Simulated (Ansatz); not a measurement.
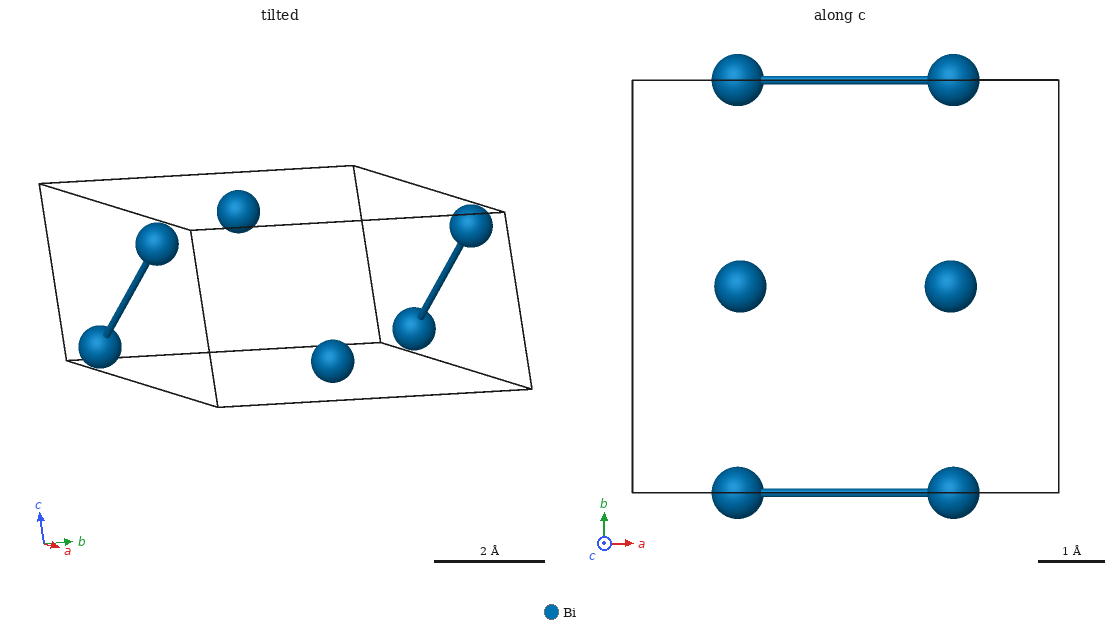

Bi, space group C2/m (No. 12), a = 6.977 Å, b = 6.265 Å, c = 3.359 Å, α = 90.00°, β = 112.04°, γ = 90.00°. Shown here is a ball-and-stick view of the crystal, taken slightly off an axis and along the c axis. The outline marks the conventional unit cell. This one geometry was run with four functionals. The cell is a structure listed in the Materials Project. This isn't the form of Bi at room conditions, which is rhombohedral.

Alike in all runs: Ansatz 0.2.0; potentials Ansatz PAW; cutoff 420 eV; k mesh 4 × 4 × 5 on the run's cell of 2 atoms; occupations fermi-dirac, width 0.05 eV; no spin polarisation; no spin-orbit coupling. All runs are metallic.

| level | pressure (GPa) |
| --- | --- |
| PBE0 | -1.8 |
| HSE06 | ? |
| PBEsol | -2.4 |
| LDA | -3.6 |

**What does HSE06 give?**

Pressure -1.7 GPa. That is the highest pressure of all.

**Order the levels by the equilibrium volume that these pressures point to, smallest first.**

LDA (-3.6 GPa), PBEsol (-2.4 GPa), PBE0 (-1.8 GPa), HSE06 (-1.7 GPa). A higher pressure at one volume points to a larger equilibrium volume, as long as the bulk moduli are alike; rows a few tenths of a GPa apart can't be told apart.

Notes on single rows: PBE0 and HSE06: the k mesh is coarse (spacing up to 0.40 Å⁻¹), so the values aren't converged, least of all with exact exchange; PBE0, HSE06, PBEsol and LDA: the k mesh is coarse (spacing up to 0.40 Å⁻¹), so the values aren't converged.

Caveat: rows whose functional differs from that of their potentials carry a shift in pressure and volume, which can reorder them; spin-orbit coupling is left out, which matters for Bi, in volumes and forces too.
